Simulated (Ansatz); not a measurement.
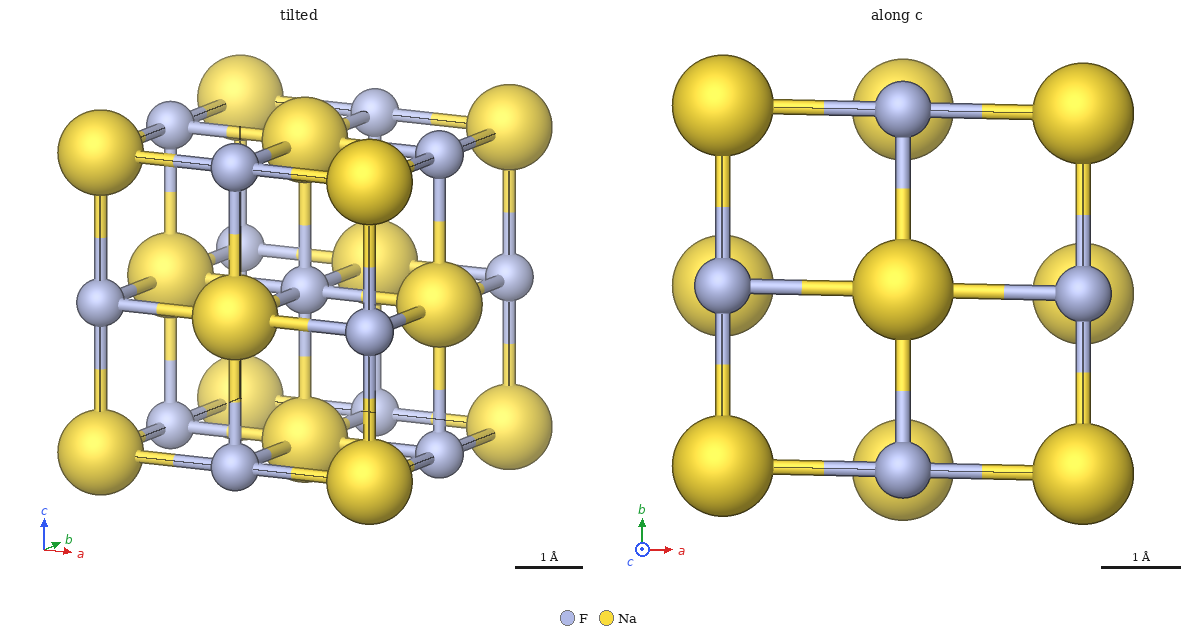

A ball-and-stick rendering, viewed slightly off an axis and along the c axis. One drawn cell (a repeat of the simulation cell) is framed, with atoms on its boundary repeated.

NaF, a = 4.595 Å, b = 4.595 Å, c = 4.594 Å, α = 90.00°, β = 90.00°, γ = 91.27°. Strictly the space group is Immm (No. 71, within 0.01 Å). It is a distorted form of a face-centred cubic structure, space group Fm-3m (No. 225) within 0.25 Å: rock salt (NaCl type). Its origin is a structure type filled with these elements by a generator (whether the compound takes this form wasn't checked). The cell was then strained or its atoms displaced on purpose. It was run through Ansatz as a DFT input.

This one geometry was computed with Ansatz (DFT, plane waves, PAW) at three levels of theory: PBE, HSE06 and r2SCAN. It was relaxed with r2SCAN and then strained.

**Which level gives the highest pressure at this volume, and what does that say about its equilibrium volume?**

Highest: PBE (3.6 GPa), which points to the largest equilibrium volume. Lowest, with the smallest volume: r2SCAN (0.0 GPa). Levels within 0.5 GPa of each other can't be told apart.

**How does the band gap change with the level of theory?**

PBE: a gap of 6.42 eV, direct; r2SCAN: a gap of 7.25 eV, direct; HSE06: a gap of 8.60 eV, direct.

**Collect the results in a table.**

| level | cutoff (eV) | k-mesh of the run's cell | gap (eV) | pressure (GPa) |
| --- | --- | --- | --- | --- |
| PBE | 420 | 10×10×10 | 6.42 | 3.6 |
| HSE06 | 420 | 6×6×6 | 8.60 | 1.5 |
| r2SCAN | 500 | 10×10×10 | 7.25 | 0.0 |

Gaps are taken on the k-mesh or band path of each run.
